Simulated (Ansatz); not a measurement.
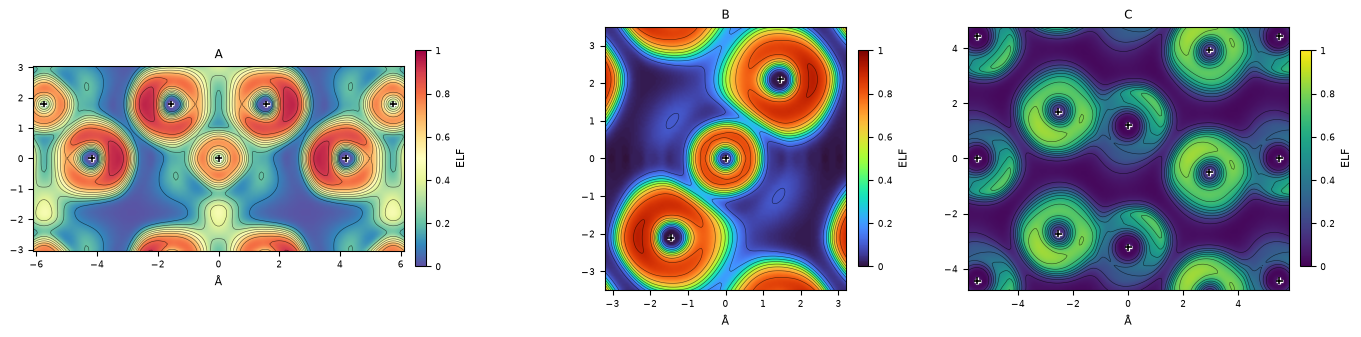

The ELF of 3 systems, each on a plane through atoms (crosses mark nuclei in the plane).

Computed with Ansatz 0.2.0, DFT PBE+D3(BJ), scalar-relativistic, plane waves, PAW.

System 1: ZrS2, the (110) plane of the conventional cell. Space group P-3m1; a structure from a database of computed crystals, not necessarily the ambient phase.

```cif
data_structure
_symmetry_space_group_name_H-M 'P 1'
_symmetry_Int_Tables_number 1
_cell_length_a 3.6351
_cell_length_b 3.6351
_cell_length_c 5.7204
_cell_angle_alpha 90.000
_cell_angle_beta 90.000
_cell_angle_gamma 120.000
_cell_volume 65.46
loop_
_atom_site_label
_atom_site_type_symbol
_atom_site_fract_x
_atom_site_fract_y
_atom_site_fract_z
_atom_site_occupancy
Zr1 Zr 0.00000 0.00000 0.00000 1
S1 S 0.66667 0.33333 0.74473 1
S2 S 0.33333 0.66667 0.25527 1
```

System 2: MoS2, the (110) plane of the conventional cell. Space group P6₃/mmc; computed pressure about 6 GPa in this cell; computed without spin polarisation.

```
CELL_PARAMETERS angstrom
3.10358 0.00000 0.00000
-1.55179 2.68778 0.00000
0.00000 0.00000 11.50783
ATOMIC_POSITIONS crystal
Mo 0.33333 0.66667 0.25000
Mo 0.66667 0.33333 0.75000
S 0.33333 0.66667 0.61363
S 0.66667 0.33333 0.11363
S 0.33333 0.66667 0.88637
S 0.66667 0.33333 0.38637
```

System 3: GeSe, the (110) plane of the calculation cell. Space group Pnma.

Q: Match each panel to its system.

A: Panel A is system 2, MoS2: the plane holds Mo and S. Mo–S (2.38 Å): the ELF peaks at about 0.85 in the valence shell of S, 0.8 Å from its nucleus, and is about 0.45 at the midpoint. Panel B is system 1, ZrS2: the plane holds Zr and S. Zr–S (2.56 Å): the ELF peaks at about 0.85 in the valence shell of S, 0.8 Å from its nucleus, and is about 0.40 at the midpoint. Panel C is system 3, GeSe: the plane holds Ge and Se. Ge–Se (2.58 Å): the ELF is about 0.70 at the midpoint.
